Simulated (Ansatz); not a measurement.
Hf2S: geometry relaxation (part 2 of 2)

The same run, continued: Hf2S (P6₃/mmc, 6 atoms in the cell); DFT LDA, scalar-relativistic, plane waves, PAW, no spin polarisation (Ansatz 0.2.0); cutoff 420 eV, 12×12×4 k-mesh, Gaussian smearing of 0.1 eV. The structure derives from a Materials Project entry. It belongs to a series of runs on one base structure; here: relaxed functional: LDA.

Geometry of the input (Å; fractional positions):
```
3.3743  0.0000  0.0000
-1.6871  2.9222  0.0000
0.0000  0.0000  11.7174
Hf 0.6667  0.3333  0.8998
Hf 0.3333  0.6667  0.3998
Hf 0.6667  0.3333  0.6002
Hf 0.3333  0.6667  0.1002
S  0.0000  0.0000  0.7500
S  0.0000  0.0000  0.2500
```

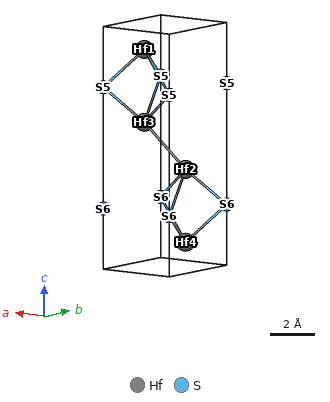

**Figure 1.** The geometry at step 3 of the log (ball-and-stick view of the cell of the calculation, seen at an oblique angle; atoms are numbered from 1 in the order of the input).

## Log, continued
```
SCF iter   1: F=—  HF=-63653.275420 eV  |F-HF|=—  |Δ(HF+E_count)|=         —  Δρ=1.36e-3  dr2=6.51e-3  ethr=5.81e-6  ⟨swp⟩=2.0  Hψ=14298  notcnv=0
preconditioner: auto → Kerker (q_TF=auto, 2.751 Å⁻¹)  [metal: Δε(μ)=0.002 eV  Ē_g=17.102 eV  σ=0.100 eV  W_gap=0.01  n_scr=52 (ndim 8)  ℏωp=36.7 eV  f_vac=0.000  D(μ)=2.94/eV (n_scr^D=14)]
SCF iter   2: F=—  HF=-63653.274684 eV  |F-HF|=—  |Δ(HF+E_count)|=   7.36e-4  Δρ=8.56e-4  dr2=3.19e-3  ethr=5.61e-6  ⟨swp⟩=1.0  Hψ=3991  notcnv=0
SCF iter   3: F=—  HF=-63653.273935 eV  |F-HF|=—  |Δ(HF+E_count)|=   7.49e-4  Δρ=1.88e-4  dr2=8.18e-5  ethr=2.75e-6  ⟨swp⟩=2.0  Hψ=4739  notcnv=0
SCF iter   4: F=—  HF=-63653.273922 eV  |F-HF|=—  |Δ(HF+E_count)|=   1.30e-5  Δρ=1.33e-4  dr2=1.83e-5  ethr=7.05e-8  ⟨swp⟩=2.0  Hψ=7299  notcnv=0
SCF iter   5: F=—  HF=-63653.273905 eV  |F-HF|=—  |Δ(HF+E_count)|=   1.67e-5  Δρ=4.38e-5  dr2=2.30e-6  ethr=1.58e-8  ⟨swp⟩=2.0  Hψ=7298  notcnv=0
SCF iter   6: F=-63653.273905 eV  HF=-63653.273905 eV  |F-HF|=1.62e-7  |Δ(HF+E_count)|=   4.86e-7  Δρ=1.31e-5  dr2=2.89e-7  ethr=5.17e-10  ⟨swp⟩=10.4  Hψ=33932  notcnv=0
SCF 5 converged in 6 iterations: F = -63653.273905 eV  dr2 = 2.89e-7
  Residual-converged pass: ⟨swp⟩=1.0  Hψ=4220  notcnv=0  max |occ|·‖R‖ = 7.0e-9 eV (tolerance 1.0e-8 eV)  dr2=2.89e-7  dr2_onsite=7.17e-8  max |Δocc| = 2.6e-11
relax step   5: F+E_penalty+E_count = -63653.27390467 eV  Δ(F+E_penalty+E_count) = -3.569e-3 eV  max|allowed force component| = 1.614e-2 eV/Å  Δτ_max = 0.0099 Å  P = +0.004 GPa  Ω = 110.313 Å³  energy of the carried Pulay correction = +9.355e-4 eV  (6 SCF iters, dr2 threshold 6.00e-7 eV, accepted)
Crystal: 6 atoms, lattice volume = 110.324 Å³
iter 1 solved again at ethr=1.53e-7 eV; its pass at ethr=3.10e-3 eV (dr2=1.78e-4 eV) is discarded
SCF iter   1: F=—  HF=-63653.273977 eV  |F-HF|=—  |Δ(HF+E_count)|=         —  Δρ=1.93e-4  dr2=1.69e-4  ethr=1.53e-7  ⟨swp⟩=1.7  Hψ=12926  notcnv=0
preconditioner: auto → Kerker (q_TF=auto, 2.751 Å⁻¹)  [metal: Δε(μ)=0.001 eV  Ē_g=17.103 eV  σ=0.100 eV  W_gap=0.01  n_scr=52 (ndim 8)  ℏωp=36.7 eV  f_vac=0.000  D(μ)=2.90/eV (n_scr^D=8)]
SCF iter   2: F=—  HF=-63653.273959 eV  |F-HF|=—  |Δ(HF+E_count)|=   1.77e-5  Δρ=1.23e-4  dr2=8.34e-5  ethr=1.46e-7  ⟨swp⟩=1.0  Hψ=3991  notcnv=0
SCF iter   3: F=—  HF=-63653.273941 eV  |F-HF|=—  |Δ(HF+E_count)|=   1.84e-5  Δρ=2.85e-5  dr2=1.91e-6  ethr=7.19e-8  ⟨swp⟩=2.0  Hψ=4564  notcnv=0
SCF iter   4: F=—  HF=-63653.273939 eV  |F-HF|=—  |Δ(HF+E_count)|=   2.06e-6  Δρ=2.03e-5  dr2=4.07e-7  ethr=1.64e-9  ⟨swp⟩=2.0  Hψ=7300  notcnv=0
SCF iter   5: F=—  HF=-63653.273938 eV  |F-HF|=—  |Δ(HF+E_count)|=   6.05e-7  Δρ=6.53e-6  dr2=6.35e-8  ethr=3.51e-10  ⟨swp⟩=2.0  Hψ=7298  notcnv=0
SCF iter   6: F=-63653.273938 eV  HF=-63653.273938 eV  |F-HF|=2.65e-9  |Δ(HF+E_count)|=   1.89e-8  Δρ=2.11e-6  dr2=6.27e-9  ethr=1.40e-11  ⟨swp⟩=7.7  Hψ=24116  notcnv=0
SCF 6 converged in 6 iterations: F = -63653.273938 eV  dr2 = 6.27e-9
relax step   6: F+E_penalty+E_count = -63653.27393817 eV  Δ(F+E_penalty+E_count) = -3.350e-5 eV  max|allowed force component| = 3.117e-3 eV/Å  Δτ_max = 0.0014 Å  P = -0.007 GPa  Ω = 110.324 Å³  energy of the carried Pulay correction = +9.334e-4 eV  (6 SCF iters, dr2 threshold 1.63e-8 eV, accepted)
Initial wavefunctions: pseudopotential atomic-orbital guess (no wavefunctions were taken with the density)
iter 1 solved again at ethr=9.24e-8 eV; its pass at ethr=3.10e-3 eV (dr2=1.07e-4 eV) is discarded
SCF iter   1: F=—  HF=-63653.272970 eV  |F-HF|=—  |Δ(HF+E_count)|=         —  Δρ=5.10e-5  dr2=3.49e-7  ethr=9.24e-8  ⟨swp⟩=3.1  Hψ=24132  notcnv=0
preconditioner: auto → Kerker (q_TF=auto, 2.751 Å⁻¹)  [metal: Δε(μ)=0.002 eV  Ē_g=17.103 eV  σ=0.100 eV  W_gap=0.01  n_scr=52 (ndim 8)  ℏωp=36.7 eV  f_vac=0.000  D(μ)=2.90/eV (n_scr^D=8)]
SCF iter   2: F=—  HF=-63653.272967 eV  |F-HF|=—  |Δ(HF+E_count)|=   2.76e-6  Δρ=3.33e-5  dr2=4.98e-7  ethr=3.01e-10  ⟨swp⟩=3.2  Hψ=9503  notcnv=0
SCF iter   3: F=—  HF=-63653.272967 eV  |F-HF|=—  |Δ(HF+E_count)|=   1.55e-7  Δρ=1.93e-5  dr2=1.21e-7  ethr=3.01e-10  ⟨swp⟩=2.0  Hψ=7086  notcnv=0
SCF iter   4: F=—  HF=-63653.272967 eV  |F-HF|=—  |Δ(HF+E_count)|=   1.75e-8  Δρ=1.98e-6  dr2=2.56e-9  ethr=1.04e-10  ⟨swp⟩=2.0  Hψ=6862  notcnv=0
SCF iter   5: F=—  HF=-63653.272967 eV  |F-HF|=—  |Δ(HF+E_count)|=  4.95e-10  Δρ=4.05e-7  dr2=9.38e-11  ethr=2.21e-12  ⟨swp⟩=2.0  Hψ=7348  notcnv=0
SCF iter   6: F=-63653.272967 eV  HF=-63653.272967 eV  |F-HF|=0.00e0  |Δ(HF+E_count)|=  6.55e-11  Δρ=1.01e-7  dr2=1.41e-11  ethr=1.00e-12  ⟨swp⟩=7.1  Hψ=21925  notcnv=0
SCF 7 converged in 6 iterations: F = -63653.272967 eV  dr2 = 1.41e-11
relax step   7: F+E_penalty+E_count = -63653.27296718 eV  Δ(F+E_penalty+E_count) = +9.710e-4 eV  max|allowed force component| = 3.395e-3 eV/Å  Δτ_max = 0.0000 Å  P = -0.005 GPa  Ω = 110.324 Å³  stress off target by 2.97e-2 GPa  SCF on the basis re-selected at this cell (its energy is not comparable with the rows above)  (6 SCF iters)
basis re-selected at this cell: Δ(F+E_penalty+E_count) = +9.710e-4 eV, ΔP = +0.002 GPa vs the last step (what re-selecting the basis moved, of the pressure what is left beyond the Pulay correction that the steps carried, after the strain that the cell walked since its last selection, with what the two solves' SCF thresholds leave and, on support functions, any second-order correction that the steps lacked; it is no measure of the basis error at this ecutwfc). This SCF's stress stands 2.97e-2 GPa from its target on what of the cell is left free (relax.cell.stress_tol is 5.00e-2 GPa) and its largest allowed force component is 3.40e-3 eV/Å (relax.f_tol is 1.00e-2 eV/Å): within both
SCF converged after 6 iterations
Free energy (F): -63653.272967 eV
Harris-Foulkes:  -63653.272967 eV  (|F-HF|=0.00e0)
Internal energy: -63653.258484 eV  (E = F + TS)
E sigma→0 (E₀):  -63653.265726 eV
Entropy (-TS):   -0.014483 eV (-2.414 meV/atom)
Fermi energy:    19.047483 eV
--- Per-component energies (eV) ---
  E_band       = 159.971504
  E_kinetic    = 1924.414419
  E_local      = -21788.217444  (includes V_loc(G=0)·N_el)
  E_nonlocal   = -4872.689949
  E_hartree    = 10250.089010
  E_xc         = -1388.802035
  E_vxc        = -1249.775534  (∫ρ·V_xc dr)
  E_paw        = -27881.207373  (= ΣΔE_a)
  E_vpaw       = 5646.061606  (= ΣTr[D̂ρ^β])
  E_aug_tail   = -0.000003  (compensation charges beyond the density's cutoff)
  E_ewald      = -19906.980474
  E_core_change = 10.135365  (= ΣΔE_core)
  E_smearing   = -0.014483  (= −TS)
  E_closure    = -0.000000  (closes the sum)
  Σ components = -63653.272967   (vs F -63653.272967, Δ=0.00e0)
--- Forces (eV/Å), atoms counted from 1 ---
  atom   1  Hf     0.00000000    -0.00000000     0.00339529
  atom   2  Hf    -0.00000000     0.00000000     0.00339529
  atom   3  Hf     0.00000000    -0.00000000    -0.00339529
  atom   4  Hf    -0.00000000     0.00000000    -0.00339529
  atom   5  S      0.00000000     0.00000000    -0.00000000
  atom   6  S      0.00000000    -0.00000000     0.00000000
  max |Σ_I F_I| component: 3.24e-17 eV/Å
--- Stress (GPa, compression-positive) ---
        0.007532      -0.000000       0.000000
       -0.000000       0.007532       0.000000
        0.000000       0.000000      -0.029695
  P = ⅓ Tr σ = -0.0049 GPa (-0.049 kbar)
--- Band table (eV; the first three rows and the last of 57) ---
  k-point 0: bands = ["-42.9727", "-42.9685", "-42.9190", "-42.9148", "-12.1049", "-11.9558", "-11.5999", "-11.4835", "-11.4835", "-11.4715", "-11.4715", "-11.4351", "-11.3753", "-11.3753", "-11.3630", "-11.3630", "3.5437", "3.6892", "7.0090", "7.0129", "7.0129", "7.0240", "7.0261", "7.0261", "7.0276", "7.0276", "7.0333", "7.0333", "7.0380", "7.0383", "7.0513", "7.0579", "7.0605", "7.0627", "7.0627", "7.0640", "7.0640", "7.0651", "7.0712", "7.0712", "7.0793", "7.0793", "7.1070", "7.1071", "7.1110", "7.1111", "11.0560", "12.0020", "14.5848", "15.5830", "15.5830", "15.7941", "15.7941", "15.9155", "17.6873", "18.9304", "19.0426", "19.4904", "19.4904", "19.5792", "19.5792", "19.8634", "19.8634", "20.9152", "20.9152", "21.7097", "22.0985", "22.0985", "22.3594", "22.3594"]
  k-point 1: bands = ["-42.9721", "-42.9692", "-42.9183", "-42.9154", "-12.0880", "-11.9851", "-11.5683", "-11.4819", "-11.4819", "-11.4735", "-11.4735", "-11.4544", "-11.3733", "-11.3733", "-11.3647", "-11.3647", "3.5644", "3.6673", "7.0103", "7.0144", "7.0144", "7.0200", "7.0235", "7.0235", "7.0285", "7.0285", "7.0323", "7.0323", "7.0390", "7.0411", "7.0494", "7.0554", "7.0630", "7.0649", "7.0649", "7.0649", "7.0649", "7.0659", "7.0710", "7.0710", "7.0775", "7.0775", "7.1070", "7.1071", "7.1110", "7.1111", "11.1661", "11.8199", "14.8234", "15.6118", "15.6118", "15.7546", "15.7609", "15.7609", "17.7368", "18.3762", "19.4171", "19.4171", "19.5126", "19.5126", "19.7250", "20.1395", "20.1395", "20.9957", "20.9957", "21.2629", "21.7081", "21.7081", "22.1441", "22.1441"]
  k-point 2: bands = ["-42.9707", "-42.9707", "-42.9168", "-42.9168", "-12.0420", "-12.0420", "-11.5058", "-11.5058", "-11.4778", "-11.4778", "-11.4778", "-11.4778", "-11.3688", "-11.3688", "-11.3688", "-11.3688", "3.6153", "3.6153", "7.0141", "7.0141", "7.0185", "7.0185", "7.0185", "7.0185", "7.0303", "7.0303", "7.0303", "7.0303", "7.0413", "7.0413", "7.0509", "7.0509", "7.0657", "7.0657", "7.0665", "7.0665", "7.0665", "7.0665", "7.0733", "7.0733", "7.0733", "7.0733", "7.1071", "7.1071", "7.1110", "7.1110", "11.4608", "11.4608", "15.3227", "15.3227", "15.6842", "15.6842", "15.6842", "15.6842", "17.9513", "17.9513", "19.4167", "19.4167", "19.4167", "19.4167", "20.5157", "20.5157", "20.6757", "20.6757", "20.6757", "20.6757", "21.7361", "21.7361", "21.7361", "21.7361"]
  k-point 56: bands = ["-42.9204", "-42.9204", "-42.9166", "-42.9166", "-11.9010", "-11.9010", "-11.8548", "-11.8548", "-11.8371", "-11.8371", "-11.6261", "-11.6261", "-11.5432", "-11.5432", "-11.4861", "-11.4861", "4.9171", "4.9171", "7.0249", "7.0249", "7.0353", "7.0353", "7.0375", "7.0375", "7.0386", "7.0386", "7.0454", "7.0454", "7.0487", "7.0487", "7.0549", "7.0549", "7.0554", "7.0554", "7.0599", "7.0599", "7.0692", "7.0692", "7.0733", "7.0733", "7.0936", "7.0936", "7.0937", "7.0937", "7.1249", "7.1249", "12.4085", "12.4085", "12.6839", "12.6839", "13.4190", "13.4190", "17.3453", "17.3453", "17.8540", "17.8540", "18.3631", "18.3631", "19.2190", "19.2190", "21.3309", "21.3309", "21.9934", "21.9934", "22.4473", "22.4473", "23.2338", "23.2338", "23.3822", "23.3822"]
--- Relaxed structure (6 steps of the walk, 5 accepted, 1 SCFs on fresh bases) ---
  F+E_penalty+E_count = -63653.27296718 eV   max|allowed force component| = 3.395e-3 eV/Å   (the final SCF, on the basis selected at the relaxed cell)
  cell:  # Å, volume = 110.3240 Å³
    - [3.319190518273007, -3.0297582345696676e-33, 1.779038218703069e-34]
    - [-1.6595952591365035, 2.874503308824861, -1.1917296350139765e-35]
    - [6.1778374770501775e-34, 3.0889187385250887e-34, 11.563117305455535]
  atoms:
    - { symbol: Hf, position: [0.6666666666666665, 0.33333333333333326, 0.8987534978502821] }
    - { symbol: Hf, position: [0.33333333333333326, 0.6666666666666665, 0.3987534978502821] }
    - { symbol: Hf, position: [0.6666666666666665, 0.33333333333333326, 0.601246502149718] }
    - { symbol: Hf, position: [0.33333333333333326, 0.6666666666666665, 0.10124650214971793] }
    - { symbol: S, position: [1.0444680685272333e-33, 6.041447107219665e-34, 0.75] }
    - { symbol: S, position: [-8.706315841282378e-34, -6.4808250786538204e-34, 0.25] }
```

## Trajectory as extended XYZ (Å, eV, eV/Å), 7 frames, from step=1 to step=7
```
6
Lattice="3.3743 0.0000 0.0000 -1.6871 2.9222 0.0000 0.0000 0.0000 11.7174" Properties=species:S:1:pos:R:3:forces:R:3 step=1 energy=-63653.16141 pressure_GPa=-6.34
Hf    1.6871    0.9741   10.5435    0.0000   0.0000  -0.1697
Hf    0.0000    1.9481    4.6848    0.0000   0.0000  -0.1697
Hf    1.6871    0.9741    7.0327    0.0000   0.0000   0.1697
Hf    0.0000    1.9481    1.1739    0.0000   0.0000   0.1697
S     0.0000    0.0000    8.7881    0.0000   0.0000   0.0000
S     0.0000    0.0000    2.9294    0.0000   0.0000   0.0000
6
Lattice="3.2091 0.0000 0.0000 -1.6045 2.7791 0.0000 0.0000 0.0000 11.3324" Properties=species:S:1:pos:R:3:forces:R:3 step=2 energy=-63652.67201 pressure_GPa=15.48 accepted=F
Hf    1.6045    0.9264   10.2611    0.0000   0.0000  -1.6030
Hf    0.0000    1.8528    4.5949    0.0000   0.0000  -1.6030
Hf    1.6045    0.9264    6.7375    0.0000   0.0000   1.6030
Hf    0.0000    1.8528    1.0713    0.0000   0.0000   1.6030
S     0.0000    0.0000    8.4993    0.0000   0.0000   0.0000
S     0.0000    0.0000    2.8331    0.0000   0.0000   0.0000
6
Lattice="3.3179 0.0000 0.0000 -1.6590 2.8734 0.0000 0.0000 0.0000 11.6659" Properties=species:S:1:pos:R:3:forces:R:3 step=3 energy=-63653.26226 pressure_GPa=-1.42
Hf    1.6590    0.9578   10.4995    0.0000   0.0000  -0.1607
Hf    0.0000    1.9156    4.6665    0.0000   0.0000  -0.1607
Hf    1.6590    0.9578    6.9993    0.0000   0.0000   0.1607
Hf    0.0000    1.9156    1.1664    0.0000   0.0000   0.1607
S     0.0000    0.0000    8.7494    0.0000   0.0000   0.0000
S     0.0000    0.0000    2.9165    0.0000   0.0000   0.0000
6
Lattice="3.3123 0.0000 0.0000 -1.6562 2.8685 0.0000 0.0000 0.0000 11.6063" Properties=species:S:1:pos:R:3:forces:R:3 step=4 energy=-63653.27034 pressure_GPa=-0.09
Hf    1.6562    0.9562   10.4425    0.0000   0.0000  -0.1264
Hf    0.0000    1.9124    4.6393    0.0000   0.0000  -0.1264
Hf    1.6562    0.9562    6.9670    0.0000   0.0000   0.1264
Hf    0.0000    1.9124    1.1639    0.0000   0.0000   0.1264
S     0.0000    0.0000    8.7048    0.0000   0.0000   0.0000
S     0.0000    0.0000    2.9016    0.0000   0.0000   0.0000
6
Lattice="3.3191 0.0000 0.0000 -1.6595 2.8744 0.0000 0.0000 0.0000 11.5628" Properties=species:S:1:pos:R:3:forces:R:3 step=5 energy=-63653.27391 pressure_GPa=0.00
Hf    1.6595    0.9581   10.3935    0.0000   0.0000  -0.0161
Hf    0.0000    1.9163    4.6121    0.0000   0.0000  -0.0161
Hf    1.6595    0.9581    6.9507    0.0000   0.0000   0.0161
Hf    0.0000    1.9163    1.1693    0.0000   0.0000   0.0161
S     0.0000    0.0000    8.6721    0.0000   0.0000   0.0000
S     0.0000    0.0000    2.8907    0.0000   0.0000   0.0000
6
Lattice="3.3192 0.0000 0.0000 -1.6596 2.8745 0.0000 0.0000 0.0000 11.5631" Properties=species:S:1:pos:R:3:forces:R:3 step=6 energy=-63653.27394 pressure_GPa=-0.01
Hf    1.6596    0.9582   10.3924    0.0000   0.0000   0.0031
Hf    0.0000    1.9163    4.6108    0.0000   0.0000   0.0031
Hf    1.6596    0.9582    6.9523    0.0000   0.0000  -0.0031
Hf    0.0000    1.9163    1.1707    0.0000   0.0000  -0.0031
S     0.0000    0.0000    8.6723    0.0000   0.0000   0.0000
S     0.0000    0.0000    2.8908    0.0000   0.0000   0.0000
6
Lattice="3.3192 0.0000 0.0000 -1.6596 2.8745 0.0000 0.0000 0.0000 11.5631" Properties=species:S:1:pos:R:3:forces:R:3 step=7 energy=-63653.27297 pressure_GPa=-0.00
Hf    1.6596    0.9582   10.3924    0.0000   0.0000   0.0034
Hf    0.0000    1.9163    4.6108    0.0000   0.0000   0.0034
Hf    1.6596    0.9582    6.9523    0.0000   0.0000  -0.0034
Hf    0.0000    1.9163    1.1707    0.0000   0.0000  -0.0034
S     0.0000    0.0000    8.6723    0.0000   0.0000   0.0000
S     0.0000    0.0000    2.8908    0.0000   0.0000   0.0000
```

## Summary

```tsv
quantity	value
outcome	converged
space group (tolerance 0.01 Å)	P6₃/mmc (194)
electrons treated	116
free energy	−63653.2730 eV
Fermi energy	19.047 eV
gap on the k-point mesh	none (metallic)
pressure	0.00 GPa
final volume	110.32 Å³
largest force (length of the vector) at the end	0.003 eV/Å
final cell	a = 3.319 Å, b = 3.319 Å, c = 11.563 Å, α = 90.00°, β = 90.00°, γ = 120.00°
hardware	1 thread of Arm Neoverse V1, 24 GiB of memory available, shared host
wall time	3.6 min
peak memory	0.6 GiB
```

## Remarks

Spin–orbit coupling is left out, which matters for Hf.
